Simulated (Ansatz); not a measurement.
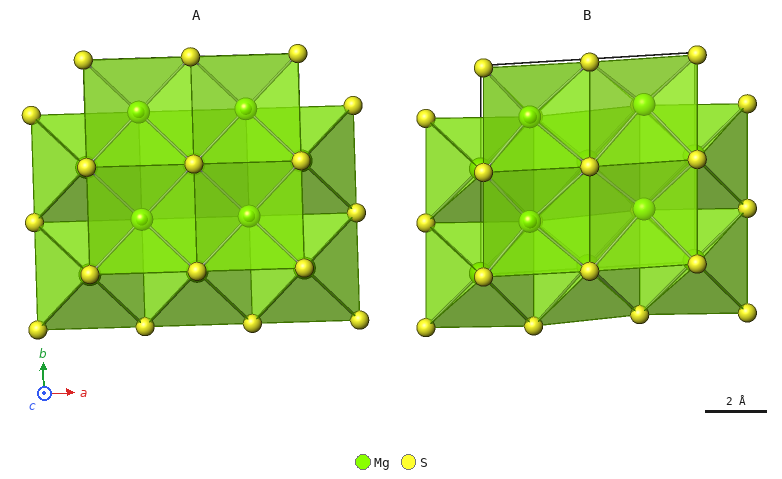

Two geometries of a free-standing layer of MgS (a generated structure, set up in P1) (coarse preliminary run), drawn at one scale. One is the start of a relaxation, the other its converged end. A polyhedral model of the 1 × 2 repeat of the cell, outlined in the plane, without the vacuum, seen along the c axis.

Method: DFT PBE+D3(BJ), scalar-relativistic, plane waves, PAW (Ansatz). Set-up: plane-wave cutoff 420 eV; k-point mesh 2 × 4 × 1; occupations gaussian; smearing width 0.1 eV; no spin polarisation; cell and atoms relaxed; force threshold 0.025 eV/Å; at most 60 steps.

Q: Which one is relaxed?

A: Structure A is the relaxed one. The largest moves relative to the cell and the layer's centre, 0.17 Å, are those of Mg atoms. By element the largest moves are Mg 0.17 Å, S 0.15 Å. In the plane the drawn cell goes a 7.109 → 7.125 Å (+0.2 %), b 6.943 → 7.125 Å (+2.6 %). Some distances before and after: Mg–S 2.263 → 2.540 Å, Mg–S 2.305 → 2.539 Å, Mg–S 2.763 → 2.540 Å, Mg–S 2.353 → 2.539 Å. Among the angles between lasting bonds that change: Mg–S–Mg 99.0° → 89.1°, S–Mg–S 97.6° → 89.1°, S–Mg–S 81.8° → 89.1°. After 3 accepted moves (4 points after the start) the energy has fallen by 82.0 meV per atom. Largest force component: 1.8 eV/Å at the start, 0.013 eV/Å at the end. The SCF was repeated once at an unchanged geometry on a basis and grid sized afresh for the cell, which shifted the energy by less than 0.05 meV per atom at most.
